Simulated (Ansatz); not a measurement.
**Geometry relaxation of Ta2N (part 1 of 2)**

System: Ta2N (3 atoms in the cell).
Method: DFT r2SCAN, scalar-relativistic, plane waves, PAW, no spin polarisation (Ansatz 0.2.0).

The structure derives from a Materials Project entry. It belongs to a series of runs on one base structure; here: structure listed in a database for this formula (P-3m1, No. 164). Figures and captions count atoms from 1; the log counts them from 0 in places.

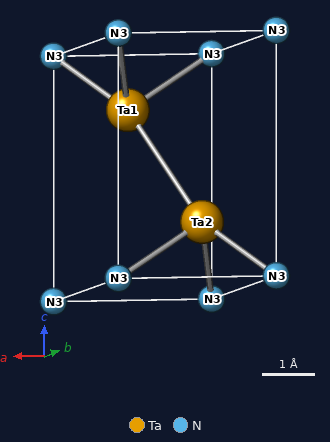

The structure as given in the input (ball-and-stick view of the cell of the calculation, seen at an oblique angle; atoms are numbered from 1 in the order of the input). Near neighbours in the crystal (not all of them lie inside the picture): Ta has 3 N at 2.18 Å and 12 Ta at 2.99 to 3.11 Å; N has 6 Ta at 2.18 Å.

**Summary**

| quantity | value |
| --- | --- |
| outcome | converged |
| space group (tolerance 0.01 Å) | P-3m1 (164) |
| electrons treated | 31 |
| free energy | −20276.1789 eV |
| Fermi energy | 20.004 eV |
| gap on the k-point mesh | none (metallic) |
| pressure | −0.05 GPa |
| final volume | 40.07 Å³ |
| largest force (length of the vector) at the end | 0.007 eV/Å |
| final cell | a = 3.062 Å, b = 3.062 Å, c = 4.935 Å, α = 90.00°, β = 90.00°, γ = 120.00° |
| hardware | 1 thread of Intel Xeon (Granite Rapids), 192 GiB of memory available, shared host |
| wall time | 18 s |
| peak memory | 0.44 GiB |

**Remarks**

Spin–orbit coupling is left out, which matters for Ta. The cell holds an odd number of electrons but the run has no spin polarisation, so it comes out as a metal.

**The input**
```yaml
crystal:
  lattice:
    - [3.112861506, 0.0, 0.0]
    - [-1.556430753, 2.6958171426, 0.0]
    - [0.0, 0.0, 4.869841]
  atoms:
    - { symbol: Ta, position: [0.66666667, 0.33333333, 0.745289] }
    - { symbol: Ta, position: [0.33333333, 0.66666667, 0.254711] }
    - { symbol: "N", position: [0.0, 0.0, 0.0] }
basis:
  ecutwfc: 500
kpoints:
  mp_grid: { grid: [6, 6, 4] }
hamiltonian:
  xc: r2scan
scf:
  occupations: { method: gaussian, width: 0.1 }
  lower_state_search: "off"
output:
  forces: true
  stress: true
  eigenvalues: true
relax:
  adjacent_minimum: "off"
  f_tol: 0.04
  max_steps: 70
  cell: { stress_tol: 0.4 }
```

Command:
```bash
ansatz run input.yaml --threads 1 --pin off --max-ram 2560MiB --backend cpu --events-out ev --progress --plain --runs-dir out
```

**What the program printed**
```
Engine: ansatz 0.2.0, x86_64-unknown-linux-gnu
Pseudopotentials: kind: paw
Pseudopotential: Ta, paw, valence charge 13, recommended cutoff 500 eV (meta_gga), Ta.paw.azcp
Pseudopotential: N, paw, valence charge 5, recommended cutoff 500 eV (meta_gga), N.paw.azcp
Functional definition: r2SCAN
  parameter k0 = 0.174
  parameter k1 = 0.065
  parameter a1 = 4.9479
  exchange = r2scan_x(k0 = k0, k1 = k1, a1 = a1)
  correlation = r2scan_c
Crystal: 3 atoms, lattice volume = 40.866 Å³
Basis set: ecut = 500 eV, 1085 PW (Γ), exchange–correlation on 96×96×144 points (64 copies of the dense FFT grid, shifted against one another)
Bands: 20, of which v1, the nominal top of the filled ones, is band 16 counted from 1 (15 counted from 0)
Symmetry: 12 space group operations
Space group: P-3m1 (ITA 164), of the structure as read, at distance tolerance 3.4e-5 Å
k-points: 24 of 144
Non-local potential: Ta, projectors of the file, l = 0: 3, l = 1: 2, l = 2: 2, l = 3: 1
Non-local potential: N, projectors of the file, l = 0: 2, l = 1: 2, l = 2: 1
PAW form: soft (Blöchl's): semilocal exchange-correlation on the pseudo side does not see the compensation charge
PAW frozen core: Ta, regenerated for the run's functional (the file was generated under x = pbe(κ = 0.804, μ = 0.2195149727645171), c = pbe(β = 0.06672455060314922))
PAW frozen core: N, regenerated for the run's functional (the file was generated under x = pbe(κ = 0.804, μ = 0.2195149727645171), c = pbe(β = 0.06672455060314922))
PAW one-centre angular grid: Ta, 590 points (default); XC on 160 Gauss nodes
PAW one-centre angular grid: N, 302 points (default); XC on 160 Gauss nodes
Initial density: superposition of atomic densities (neutral atoms: chi_scale 0, normalization atom), corrected by the library's trained network
Initial wavefunctions: pseudopotential atomic-orbital guess
Functional: x = r2scan, c = r2scan; τ floored in thin density (d = 2e-4 eV/Å³)
SCF iter   1: F=-20276.155522 eV  HF=-20276.089130 eV  |F-HF|=6.64e-2  |Δ(HF+E_count)|=         —  Δρ=8.08e-3  dr2=1.54e-2  dr2_τ=1.41e-1  ethr=1.77e-3  ⟨swp⟩=5.7  Hψ=2362  notcnv=0
preconditioner: auto → none  [insulator: Δε(μ)=0.211 eV  Ē_g=8.859 eV  σ=0.100 eV  W_gap=0.65  n_scr=10 (ndim 8)  ℏωp=22.5 eV  f_vac=0.000  D(μ)=1.32/eV (n_scr^D=8)  ε∞_Penn≈7.4]
SCF iter   2: F=-20276.160638 eV  HF=-20276.159882 eV  |F-HF|=7.56e-4  |Δ(HF+E_count)|=   7.08e-2  Δρ=4.61e-3  dr2=4.25e-3  dr2_τ=4.20e-4  ethr=4.97e-5  ⟨swp⟩=2.3  Hψ=1098  notcnv=0  defer=8
SCF iter   3: F=-20276.159545 eV  HF=-20276.162015 eV  |F-HF|=2.47e-3  |Δ(HF+E_count)|=   2.13e-3  Δρ=1.46e-3  dr2=2.87e-3  dr2_τ=1.14e-4  ethr=1.37e-5  ⟨swp⟩=2.0  Hψ=888  notcnv=0  defer=8
SCF iter   4: F=-20276.160997 eV  HF=-20276.161412 eV  |F-HF|=4.15e-4  |Δ(HF+E_count)|=   6.03e-4  Δρ=1.04e-3  dr2=5.07e-4  dr2_τ=4.44e-5  ethr=9.25e-6  ⟨swp⟩=2.0  Hψ=798  notcnv=0  defer=8
SCF iter   5: F=-20276.161304 eV  HF=-20276.161322 eV  |F-HF|=1.79e-5  |Δ(HF+E_count)|=   9.06e-5  Δρ=3.40e-4  dr2=4.05e-5  dr2_τ=1.33e-5  ethr=1.64e-6  ⟨swp⟩=2.0  Hψ=726  notcnv=0  defer=8
SCF iter   6: F=-20276.161320 eV  HF=-20276.161322 eV  |F-HF|=2.11e-6  |Δ(HF+E_count)|=   4.69e-8  Δρ=1.44e-4  dr2=6.84e-6  dr2_τ=2.71e-7  ethr=1.31e-7  ⟨swp⟩=2.0  Hψ=566  notcnv=0  defer=8
SCF iter   7: F=-20276.161323 eV  HF=-20276.161323 eV  |F-HF|=5.84e-8  |Δ(HF+E_count)|=   1.42e-6  Δρ=2.18e-5  dr2=1.06e-7  dr2_τ=5.90e-9  ethr=2.21e-8  ⟨swp⟩=2.0  Hψ=643  notcnv=0  defer=8
SCF iter   8: F=-20276.161323 eV  HF=-20276.161323 eV  |F-HF|=1.56e-9  |Δ(HF+E_count)|=   1.14e-7  Δρ=2.42e-6  dr2=1.14e-9  dr2_τ=1.94e-10  ethr=3.23e-10  ⟨swp⟩=7.2  Hψ=2038  notcnv=0
SCF 1 converged in 8 iterations: F = -20276.161323 eV  dr2 = 1.14e-9
  greatest PAW one-centre occupation: 0.998 electrons in one spin orbital (limit 2), on the Ta atom at site 1 (counted from 0), in its partial waves of l = 0
relax step   1: F+E_penalty+E_count = -20276.16132320 eV  Δ(F+E_penalty+E_count) = +0.000e0 eV  max|allowed force component| = 1.929e-1 eV/Å  Δτ_max = 0.0000 Å  P = -5.210 GPa  Ω = 40.866 Å³  (8 SCF iters, dr2 threshold 1.00e-7 eV, accepted)
Crystal: 3 atoms, lattice volume = 38.793 Å³
Basis set: ecut = 500 eV, 989 PW (Γ), exchange–correlation on 96×96×144 points (64 copies of the dense FFT grid, shifted against one another)
Initial density: handed on by an earlier stage of this run
Initial wavefunctions: those handed on with the density
iter 1 solved again at ethr=1.17e-4 eV; its pass at ethr=3.10e-3 eV (dr2=3.62e-2 eV) is discarded
SCF iter   1: F=-20276.100978 eV  HF=-20275.984226 eV  |F-HF|=1.17e-1  |Δ(HF+E_count)|=         —  Δρ=5.76e-3  dr2=3.65e-2  dr2_τ=1.81e-1  ethr=1.17e-4  ⟨swp⟩=1.0  Hψ=3362  notcnv=0
preconditioner: auto → Kerker (q_TF=auto, 2.628 Å⁻¹)  [metal: Δε(μ)=0.052 eV  Ē_g=9.061 eV  σ=0.100 eV  W_gap=0.28  n_scr=10 (ndim 8)  ℏωp=23.1 eV  f_vac=0.000  D(μ)=1.59/eV (n_scr^D=22)]
SCF iter   2: F=-20276.120949 eV  HF=-20276.130576 eV  |F-HF|=9.63e-3  |Δ(HF+E_count)|=   1.46e-1  Δρ=4.68e-3  dr2=1.65e-2  dr2_τ=3.41e-4  ethr=1.17e-4  ⟨swp⟩=2.0  Hψ=999  notcnv=0
SCF iter   3: F=-20276.123620 eV  HF=-20276.129153 eV  |F-HF|=5.53e-3  |Δ(HF+E_count)|=   1.42e-3  Δρ=2.76e-3  dr2=6.72e-3  dr2_τ=9.99e-4  ethr=5.32e-5  ⟨swp⟩=2.0  Hψ=753  notcnv=0
SCF iter   4: F=-20276.127415 eV  HF=-20276.128096 eV  |F-HF|=6.80e-4  |Δ(HF+E_count)|=   1.06e-3  Δρ=1.48e-3  dr2=1.04e-3  dr2_τ=8.04e-5  ethr=2.17e-5  ⟨swp⟩=2.2  Hψ=703  notcnv=0
SCF iter   5: F=-20276.128043 eV  HF=-20276.128044 eV  |F-HF|=1.43e-6  |Δ(HF+E_count)|=   5.16e-5  Δρ=3.80e-4  dr2=4.51e-5  dr2_τ=2.53e-6  ethr=3.35e-6  ⟨swp⟩=2.0  Hψ=726  notcnv=0
SCF iter   6: F=-20276.128059 eV  HF=-20276.128059 eV  |F-HF|=2.80e-7  |Δ(HF+E_count)|=   1.52e-5  Δρ=8.26e-5  dr2=2.66e-6  dr2_τ=2.06e-7  ethr=1.45e-7  ⟨swp⟩=2.2  Hψ=673  notcnv=0
SCF iter   7: F=-20276.128060 eV  HF=-20276.128060 eV  |F-HF|=3.07e-7  |Δ(HF+E_count)|=   7.77e-7  Δρ=4.04e-5  dr2=6.64e-7  dr2_τ=4.69e-8  ethr=8.59e-9  ⟨swp⟩=2.8  Hψ=813  notcnv=0
SCF iter   8: F=-20276.128060 eV  HF=-20276.128060 eV  |F-HF|=1.73e-8  |Δ(HF+E_count)|=   3.44e-9  Δρ=1.05e-5  dr2=4.28e-8  dr2_τ=3.08e-9  ethr=9.68e-10  ⟨swp⟩=6.0  Hψ=1948  notcnv=0
SCF 2 converged in 8 iterations: F = -20276.128060 eV  dr2 = 4.28e-8
relax step   2: F+E_penalty+E_count = -20276.12805996 eV  Δ(F+E_penalty+E_count) = +3.326e-2 eV  max|allowed force component| = 5.688e-1 eV/Å  Δτ_max = 0.0261 Å  P = +9.735 GPa  Ω = 38.793 Å³  energy of the carried Pulay correction = +1.002e-3 eV  (8 SCF iters, dr2 threshold 3.00e-7 eV, rejected (line search))
Crystal: 3 atoms, lattice volume = 40.150 Å³
Basis set: ecut = 500 eV, 1013 PW (Γ), exchange–correlation on 96×96×144 points (64 copies of the dense FFT grid, shifted against one another)
iter 1 solved again at ethr=9.53e-5 eV; its pass at ethr=3.10e-3 eV (dr2=2.95e-2 eV) is discarded
SCF iter   1: F=-20276.154298 eV  HF=-20276.098696 eV  |F-HF|=5.56e-2  |Δ(HF+E_count)|=         —  Δρ=4.47e-3  dr2=2.94e-2  dr2_τ=1.20e-1  ethr=9.53e-5  ⟨swp⟩=1.0  Hψ=3129  notcnv=0
preconditioner: auto → Kerker (q_TF=auto, 2.613 Å⁻¹)  [metal: Δε(μ)=0.029 eV  Ē_g=8.949 eV  σ=0.100 eV  W_gap=0.16  n_scr=10 (ndim 8)  ℏωp=22.7 eV  f_vac=0.000  D(μ)=1.47/eV (n_scr^D=10)]
SCF iter   2: F=-20276.173407 eV  HF=-20276.178731 eV  |F-HF|=5.32e-3  |Δ(HF+E_count)|=   8.00e-2  Δρ=3.24e-3  dr2=8.78e-3  dr2_τ=2.70e-4  ethr=9.48e-5  ⟨swp⟩=2.2  Hψ=961  notcnv=0
SCF iter   3: F=-20276.174767 eV  HF=-20276.178006 eV  |F-HF|=3.24e-3  |Δ(HF+E_count)|=   7.25e-4  Δρ=2.06e-3  dr2=3.83e-3  dr2_τ=4.97e-4  ethr=2.83e-5  ⟨swp⟩=2.0  Hψ=763  notcnv=0
SCF iter   4: F=-20276.176983 eV  HF=-20276.177397 eV  |F-HF|=4.13e-4  |Δ(HF+E_count)|=   6.09e-4  Δρ=7.76e-4  dr2=5.33e-4  dr2_τ=1.66e-5  ethr=1.24e-5  ⟨swp⟩=2.2  Hψ=700  notcnv=0
SCF iter   5: F=-20276.177304 eV  HF=-20276.177321 eV  |F-HF|=1.72e-5  |Δ(HF+E_count)|=   7.55e-5  Δρ=2.98e-4  dr2=4.27e-5  dr2_τ=1.78e-6  ethr=1.72e-6  ⟨swp⟩=2.0  Hψ=705  notcnv=0
SCF iter   6: F=-20276.177325 eV  HF=-20276.177327 eV  |F-HF|=1.07e-6  |Δ(HF+E_count)|=   5.18e-6  Δρ=5.90e-5  dr2=2.38e-6  dr2_τ=5.48e-8  ethr=1.38e-7  ⟨swp⟩=2.0  Hψ=734  notcnv=0
SCF iter   7: F=-20276.177326 eV  HF=-20276.177326 eV  |F-HF|=1.91e-7  |Δ(HF+E_count)|=   2.62e-7  Δρ=2.27e-5  dr2=2.89e-7  dr2_τ=1.50e-8  ethr=7.68e-9  ⟨swp⟩=2.2  Hψ=727  notcnv=0
SCF iter   8: F=-20276.177326 eV  HF=-20276.177326 eV  |F-HF|=7.71e-9  |Δ(HF+E_count)|=   1.86e-8  Δρ=4.49e-6  dr2=1.34e-8  dr2_τ=4.02e-10  ethr=9.33e-10  ⟨swp⟩=2.2  Hψ=669  notcnv=0
SCF iter   9: F=-20276.177326 eV  HF=-20276.177326 eV  |F-HF|=9.24e-10  |Δ(HF+E_count)|=  2.40e-10  Δρ=1.70e-6  dr2=1.54e-9  dr2_τ=7.76e-11  ethr=6.19e-12  ⟨swp⟩=5.1  Hψ=1823  notcnv=0
SCF 3 converged in 9 iterations: F = -20276.177326 eV  dr2 = 1.54e-9
relax step   3: F+E_penalty+E_count = -20276.17732624 eV  Δ(F+E_penalty+E_count) = -1.600e-2 eV  max|allowed force component| = 2.840e-2 eV/Å  Δτ_max = 0.0027 Å  P = -0.280 GPa  Ω = 40.150 Å³  energy of the carried Pulay correction = +3.404e-4 eV  (9 SCF iters, accepted)
Crystal: 3 atoms, lattice volume = 40.056 Å³
iter 1 solved again at ethr=1.37e-6 eV; its pass at ethr=3.10e-3 eV (dr2=4.26e-4 eV) is discarded
SCF iter   1: F=-20276.177815 eV  HF=-20276.177459 eV  |F-HF|=3.56e-4  |Δ(HF+E_count)|=         —  Δρ=9.51e-4  dr2=4.81e-4  dr2_τ=1.12e-3  ethr=1.37e-6  ⟨swp⟩=2.1  Hψ=3045  notcnv=0
preconditioner: auto → Kerker (q_TF=auto, 2.614 Å⁻¹)  [metal: Δε(μ)=0.112 eV  Ē_g=8.923 eV  σ=0.100 eV  W_gap=0.44  n_scr=10 (ndim 8)  ℏωp=22.7 eV  f_vac=0.000  D(μ)=1.41/eV (n_scr^D=8)]
SCF iter   2: F=-20276.177990 eV  HF=-20276.178055 eV  |F-HF|=6.51e-5  |Δ(HF+E_count)|=   5.96e-4  Δρ=5.18e-4  dr2=1.52e-4  dr2_τ=4.25e-6  ethr=1.37e-6  ⟨swp⟩=2.1  Hψ=841  notcnv=0
SCF iter   3: F=-20276.178039 eV  HF=-20276.178052 eV  |F-HF|=1.38e-5  |Δ(HF+E_count)|=   2.33e-6  Δρ=1.61e-4  dr2=2.43e-5  dr2_τ=8.33e-7  ethr=4.91e-7  ⟨swp⟩=2.5  Hψ=635  notcnv=0
SCF iter   4: F=-20276.178048 eV  HF=-20276.178049 eV  |F-HF|=2.49e-7  |Δ(HF+E_count)|=   3.71e-6  Δρ=6.36e-5  dr2=1.45e-6  dr2_τ=2.34e-7  ethr=7.84e-8  ⟨swp⟩=2.1  Hψ=624  notcnv=0
SCF iter   5: F=-20276.178049 eV  HF=-20276.178049 eV  |F-HF|=2.11e-7  |Δ(HF+E_count)|=   1.64e-7  Δρ=3.07e-5  dr2=5.00e-7  dr2_τ=3.27e-8  ethr=9.68e-10  ⟨swp⟩=6.2  Hψ=2219  notcnv=0
SCF iter   6: F=-20276.178049 eV  HF=-20276.178049 eV  |F-HF|=2.68e-9  |Δ(HF+E_count)|=   1.31e-8  Δρ=5.93e-6  dr2=1.72e-8  dr2_τ=6.31e-10  ethr=9.68e-10  ⟨swp⟩=4.7  Hψ=1540  notcnv=0
SCF 4 converged in 6 iterations: F = -20276.178049 eV  dr2 = 1.72e-8
relax step   4: F+E_penalty+E_count = -20276.17804891 eV  Δ(F+E_penalty+E_count) = -7.227e-4 eV  max|allowed force component| = 4.932e-2 eV/Å  Δτ_max = 0.0019 Å  P = +0.326 GPa  Ω = 40.056 Å³  energy of the carried Pulay correction = +3.853e-4 eV  (6 SCF iters, dr2 threshold 3.00e-7 eV, accepted)
Crystal: 3 atoms, lattice volume = 39.762 Å³
Basis set: ecut = 500 eV, 1015 PW (Γ), exchange–correlation on 96×96×144 points (64 copies of the dense FFT grid, shifted against one another)
iter 1 solved again at ethr=3.43e-5 eV; its pass at ethr=3.10e-3 eV (dr2=1.06e-2 eV) is discarded
SCF iter   1: F=-20276.167398 eV  HF=-20276.161480 eV  |F-HF|=5.92e-3  |Δ(HF+E_count)|=         —  Δρ=4.03e-3  dr2=1.06e-2  dr2_τ=2.79e-2  ethr=3.43e-5  ⟨swp⟩=1.2  Hψ=3156  notcnv=0
preconditioner: auto → none  [insulator: Δε(μ)=0.233 eV  Ē_g=8.943 eV  σ=0.100 eV  W_gap=0.89  n_scr=10 (ndim 8)  ℏωp=22.8 eV  f_vac=0.000  D(μ)=0.50/eV (n_scr^D=2)  ε∞_Penn≈7.5]
SCF iter   2: F=-20276.170467 eV  HF=-20276.173742 eV  |F-HF|=3.27e-3  |Δ(HF+E_count)|=   1.23e-2  Δρ=2.31e-3  dr2=4.03e-3  dr2_τ=3.00e-4  ethr=3.41e-5  ⟨swp⟩=2.0  Hψ=901  notcnv=0
SCF iter   3: F=-20276.172749 eV  HF=-20276.173130 eV  |F-HF|=3.80e-4  |Δ(HF+E_count)|=   6.12e-4  Δρ=1.21e-3  dr2=6.22e-4  dr2_τ=1.07e-4  ethr=1.30e-5  ⟨swp⟩=2.0  Hψ=772  notcnv=0
SCF iter   4: F=-20276.173109 eV  HF=-20276.173091 eV  |F-HF|=1.88e-5  |Δ(HF+E_count)|=   3.92e-5  Δρ=5.58e-4  dr2=5.99e-5  dr2_τ=5.19e-6  ethr=2.01e-6  ⟨swp⟩=2.0  Hψ=717  notcnv=0
SCF iter   5: F=-20276.173130 eV  HF=-20276.173128 eV  |F-HF|=2.59e-6  |Δ(HF+E_count)|=   3.72e-5  Δρ=1.83e-4  dr2=5.21e-6  dr2_τ=6.57e-7  ethr=1.93e-7  ⟨swp⟩=2.0  Hψ=644  notcnv=0
SCF iter   6: F=-20276.173132 eV  HF=-20276.173132 eV  |F-HF|=1.10e-7  |Δ(HF+E_count)|=   4.30e-6  Δρ=2.75e-5  dr2=1.20e-7  dr2_τ=1.58e-8  ethr=9.68e-10  ⟨swp⟩=5.0  Hψ=2400  notcnv=0
SCF 5 converged in 6 iterations: F = -20276.173132 eV  dr2 = 1.20e-7
relax step   5: F+E_penalty+E_count = -20276.17313220 eV  Δ(F+E_penalty+E_count) = +4.917e-3 eV  max|allowed force component| = 8.165e-2 eV/Å  Δτ_max = 0.0101 Å  P = +2.111 GPa  Ω = 39.762 Å³  energy of the carried Pulay correction = +5.272e-4 eV  (6 SCF iters, dr2 threshold 3.00e-7 eV, rejected (line search))
Crystal: 3 atoms, lattice volume = 40.043 Å³
iter 1 solved again at ethr=2.39e-5 eV; its pass at ethr=3.10e-3 eV (dr2=7.40e-3 eV) is discarded
SCF iter   1: F=-20276.174455 eV  HF=-20276.169772 eV  |F-HF|=4.68e-3  |Δ(HF+E_count)|=         —  Δρ=3.31e-3  dr2=7.48e-3  dr2_τ=1.98e-2  ethr=2.39e-5  ⟨swp⟩=1.2  Hψ=3168  notcnv=0
preconditioner: auto → Kerker (q_TF=auto, 2.614 Å⁻¹)  [metal: Δε(μ)=0.076 eV  Ē_g=8.941 eV  σ=0.100 eV  W_gap=0.41  n_scr=10 (ndim 8)  ℏωp=22.7 eV  f_vac=0.000  D(μ)=1.25/eV (n_scr^D=8)]
SCF iter   2: F=-20276.177718 eV  HF=-20276.178918 eV  |F-HF|=1.20e-3  |Δ(HF+E_count)|=   9.15e-3  Δρ=1.68e-3  dr2=2.20e-3  dr2_τ=6.22e-5  ethr=2.39e-5  ⟨swp⟩=2.2  Hψ=855  notcnv=0
SCF iter   3: F=-20276.178455 eV  HF=-20276.178722 eV  |F-HF|=2.67e-4  |Δ(HF+E_count)|=   1.96e-4  Δρ=6.24e-4  dr2=4.24e-4  dr2_τ=1.45e-5  ethr=7.09e-6  ⟨swp⟩=2.4  Hψ=704  notcnv=0
SCF iter   4: F=-20276.178644 eV  HF=-20276.178648 eV  |F-HF|=3.66e-6  |Δ(HF+E_count)|=   7.42e-5  Δρ=2.31e-4  dr2=2.27e-5  dr2_τ=1.85e-6  ethr=1.37e-6  ⟨swp⟩=2.1  Hψ=721  notcnv=0
SCF iter   5: F=-20276.178650 eV  HF=-20276.178650 eV  |F-HF|=6.94e-7  |Δ(HF+E_count)|=   2.58e-6  Δρ=1.02e-4  dr2=3.70e-6  dr2_τ=4.28e-7  ethr=7.32e-8  ⟨swp⟩=2.0  Hψ=771  notcnv=0
SCF iter   6: F=-20276.178650 eV  HF=-20276.178650 eV  |F-HF|=7.85e-9  |Δ(HF+E_count)|=   5.74e-7  Δρ=1.88e-5  dr2=1.57e-7  dr2_τ=6.88e-9  ethr=1.19e-8  ⟨swp⟩=2.0  Hψ=757  notcnv=0
SCF iter   7: F=-20276.178650 eV  HF=-20276.178650 eV  |F-HF|=3.49e-9  |Δ(HF+E_count)|=   3.48e-7  Δρ=5.45e-6  dr2=1.46e-8  dr2_τ=5.29e-10  ethr=5.06e-10  ⟨swp⟩=2.3  Hψ=788  notcnv=0
SCF iter   8: F=-20276.178650 eV  HF=-20276.178650 eV  |F-HF|=2.18e-10  |Δ(HF+E_count)|=  2.22e-10  Δρ=1.52e-6  dr2=9.86e-10  dr2_τ=2.72e-11  ethr=6.19e-12  ⟨swp⟩=5.2  Hψ=1848  notcnv=0
SCF 6 converged in 8 iterations: F = -20276.178650 eV  dr2 = 9.86e-10
relax step   6: F+E_penalty+E_count = -20276.17865015 eV  Δ(F+E_penalty+E_count) = -6.012e-4 eV  max|allowed force component| = 4.476e-2 eV/Å  Δτ_max = 0.0017 Å  P = +0.339 GPa  Ω = 40.043 Å³  energy of the carried Pulay correction = +3.917e-4 eV  (8 SCF iters, accepted)
Crystal: 3 atoms, lattice volume = 39.965 Å³
Basis set: ecut = 500 eV, 1039 PW (Γ), exchange–correlation on 96×96×144 points (64 copies of the dense FFT grid, shifted against one another)
iter 1 solved again at ethr=4.58e-5 eV; its pass at ethr=3.10e-3 eV (dr2=1.42e-2 eV) is discarded
```
